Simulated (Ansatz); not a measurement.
System: Zr₂O₃, space group Pn-3m (No. 224) (one of a set of cubic test structures, which need not be the stable phase).

How it was computed, with Ansatz 0.2.0 development build: equation of state of a cubic crystal from periodic Kohn-Sham density functional theory without spin, third-order Birch-Murnaghan fit to the free energies; pressure corrected for the finite basis. Level: PBE.

- structure type: cubic X2O3
- atoms in cell: 10
- space group number: 224
- lattice centring: simple cubic
- k mesh: 11×11×11
- occupation method: Fermi–Dirac
- occupation width: 0.06123 eV
- wave cutoff: 930 eV
- datasets: hand-made PAW
- density tolerance: 1e−09 eV
- bands: 52
- density cutoff ratio: 5
- search for lower states: default

What does the calculation give for the energy above the lowest point and pressure against volume? The volume takes the values 12.25, 12.51, 12.77, 13.03, 13.29, 13.55 Å³/atom.

A third-order Birch–Murnaghan fit gives V0 = 13.03 Å³/atom, B0 = 197 GPa and B′ = 4.2. The energy above the lowest point is 32.0 meV/atom at volume 12.25 Å³/atom and 12.0 meV/atom at 13.55 Å³/atom; the lowest computed point is at volume 13.03 Å³/atom (0.0 meV/atom), and no other minimum shows among the points. The pressure falls from 13.9 GPa at volume 12.25 Å³/atom to −7.1 GPa at 13.55 Å³/atom, and changes sign near 13.03 Å³/atom.

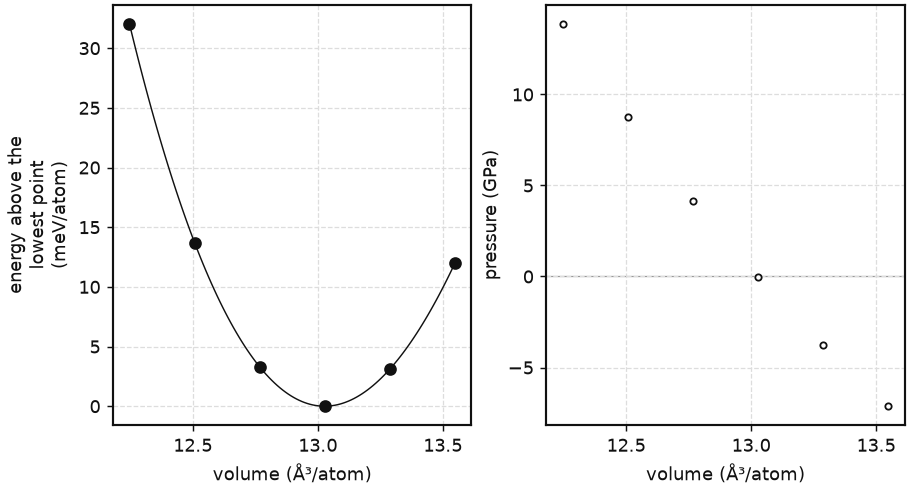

Note: cubic model structure, not the ambient form; modest k-mesh, values are not fully converged in k.
